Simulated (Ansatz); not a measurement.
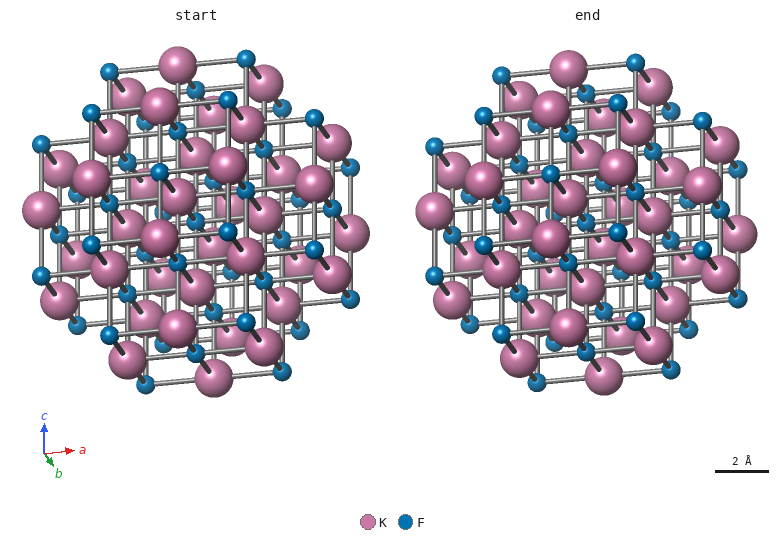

The structure of solid KF (built on the measured structure type) before (left) and after (right) a relaxation, at one scale.

The picture is a ball-and-stick view of the conventional cell (4 times the calculation's cell), seen from a free direction. Lengths and directions refer to the drawn axes.

Method: Ansatz 0.2.0, DFT, r2SCAN, plane waves, PAW.

Input file:
```yaml
crystal:
  lattice:
    - [0.0, 2.7093664331, 2.7093664331]
    - [2.7093664331, 0.0, 2.7093664331]
    - [2.7093664331, 2.7093664331, 0.0]
  atoms:
    - { symbol: K, position: [0.0, 0.0, 0.0] }
    - { symbol: F, position: [0.5, 0.5, 0.5] }
kpoints:
  mp_grid: { grid: [8, 8, 8] }
hamiltonian:
  xc: r2scan
scf:
  occupations: { method: fermi_dirac, width: 0.02 }
relax:
  f_tol: 0.005
  cell: {}
```

Command:
```bash
ansatz run input.yaml --threads 2 --pin off --max-ram 2211MiB --backend cpu --events-out ev --progress --plain --runs-dir out
```

### Describe what moved and what it gained.

The atoms keep their places relative to the cell (all moves are under 0.005 Å). The volume changes by −5.5 %, with a = b = c 5.419 → 5.318 Å (−1.9 %). Some distances before and after: K1–F2 2.709 → 2.659 Å. The space group stays Fm-3m (No. 225). The energy falls by 6.2 meV per atom in 2 accepted moves (3 points after the start). All forces vanish by symmetry, so only the cell relaxes. The pressure goes from −1.73 to 0.01 GPa. At 1 point the geometry stayed and the basis and grid were re-selected for the new cell (energy shift of 0.4 meV per atom at most each time). Cost: 7.4 s on 2 threads of Arm Neoverse N1, with other jobs on the host, peak memory 0.4 GiB.
